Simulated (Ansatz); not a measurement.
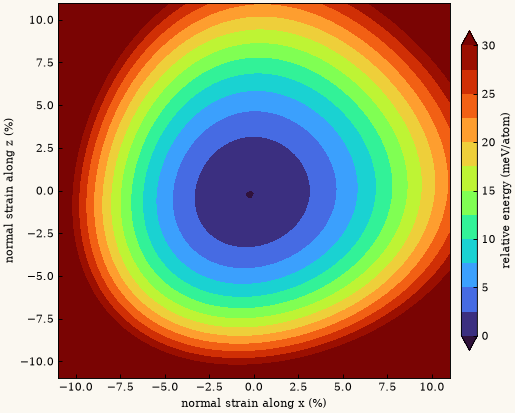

Energy landscape of K (Pm-3m, No. 221; 1 atom in the cell). The energy is mapped over two homogeneous strains (x, y and z along the cube axes). Coordinates scanned: (1) normal strain along x; (2) normal strain along z. Nothing is relaxed (symmetry fixes all fractional coordinates). The scan uses a 9 × 9 grid; 45 points were computed and 36 follow by symmetry. Points are written as (first, second). Energies: meV/atom, counted from the lowest grid point. All numbers below come from Ansatz 0.2.0, DFT r2SCAN, scalar-relativistic, plane waves, PAW. Settings: cutoff 500 eV, k-mesh 10×10×10, gaussian smearing 0.15 eV, no spin polarisation.

The picture shows filled contours, one colour for all values above the top of the scale. Between grid points the surface is interpolated. 

Q: What does the map say about the system?

A: The lowest grid point is at (0.00 %, 0.00 %). No other kind of well shows on this grid. The highest grid point, (−11.00 %, −11.00 %), lies 67.8 meV/atom above the lowest. Round the minimum the two coordinates are weakly coupled (coupling −0.07 in units of the two stiffnesses).

Grid values (meV/atom):

```tsv
normal strain along z ↓, normal strain along x →	−11.00	−8.25	−5.50	−2.75	0.00	2.75	5.50	8.25	11.00
11.00	61.9	44.4	32.4	25.4	22.8	23.9	28.1	34.7	43.2
8.25	51.9	34.6	22.9	16.2	13.8	15.1	19.5	26.2	34.7
5.50	44.0	26.8	15.3	8.8	6.7	8.2	12.7	19.5	28.1
2.75	38.4	21.3	10.0	3.8	1.9	3.6	8.2	15.1	23.9
0.00	35.6	18.7	7.6	1.6	0.0	1.9	6.7	13.8	22.8
−2.75	36.2	19.5	8.7	3.0	1.6	3.8	8.8	16.2	25.4
−5.50	41.2	24.6	14.0	8.7	7.6	10.0	15.3	22.9	32.4
−8.25	51.4	34.9	24.6	19.5	18.7	21.3	26.8	34.6	44.4
−11.00	67.8	51.4	41.2	36.2	35.6	38.4	44.0	51.9	61.9
```

Time for the 45 points that were run: 3.3 min on 1 thread of AMD EPYC 9R45 96-Core Processor (Zen 5), with other jobs on the host.
